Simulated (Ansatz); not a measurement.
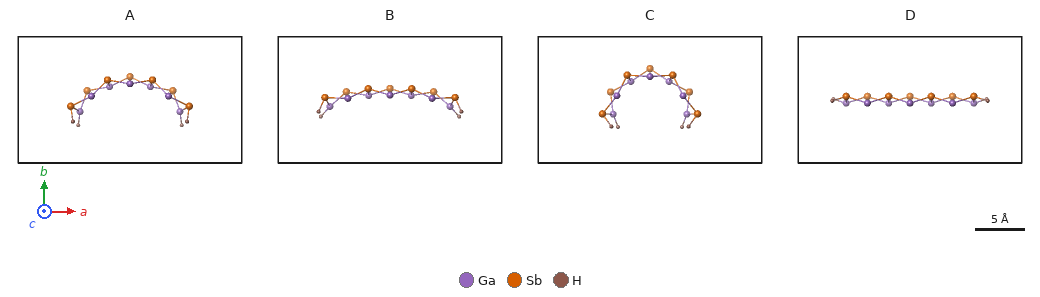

4 geometries from one relaxation of a wire of composition Ga$_{7}$Sb$_{7}$H$_{4}$, in shuffled order. Style: ball-and-stick. Shown: the cell of the calculation, with the vacuum cut short, along the c axis.

Case: armchair ribbon, 7 formula units a period, edges capped with H.

Theory: Ansatz 0.2.0, DFT PBE, scalar-relativistic, plane waves, PAW. Set-up: plane-wave cutoff 420 eV; k-point mesh 1 × 1 × 5; occupations gaussian; smearing width 0.05 eV; no spin polarisation; cell relaxed at fixed a, b, alpha, beta, gamma; force threshold 0.02 eV/Å; at most 45 steps.

**Put them in the order of the run, from the start to the converged end.**

D, B, A, C. They are steps 0, 11, 26, 44, at +1.408 eV per cell of the calculation, +0.488 eV per cell of the calculation, +0.145 eV per cell of the calculation relative to the last. The largest moves relative to the layer's centre, 5.40 Å, are those of H atoms. Largest moves by element: H 5.40 Å, Ga 3.00 Å, Sb 2.85 Å. Along the periodic axis the drawn cell goes c 7.579 → 7.365 Å (−2.8 %). Among the contacts that change: Ga–Sb 2.621 → 2.669 Å, H–Sb 1.710 → 1.727 Å, Ga–Sb 2.621 → 2.635 Å, Ga–H 1.570 → 1.575 Å. Among the angles between lasting bonds that change: Ga–Sb–H 113.2° → 93.2°, Ga–Sb–Ga 113.2° → 93.4°, Ga–Sb–Ga 113.2° → 96.0°. The energy falls by 1.408 eV per cell of the calculation in 39 accepted moves (44 points after the start). The largest force component goes from 0.37 to 0.0083 eV/Å. The line search rejected the trial steps at points 16, 23, 30, 37 of the run. At 1 point the geometry stayed and the basis and grid were re-selected for the new cell (energy shift of 3.6 meV per cell of the calculation at most each time).
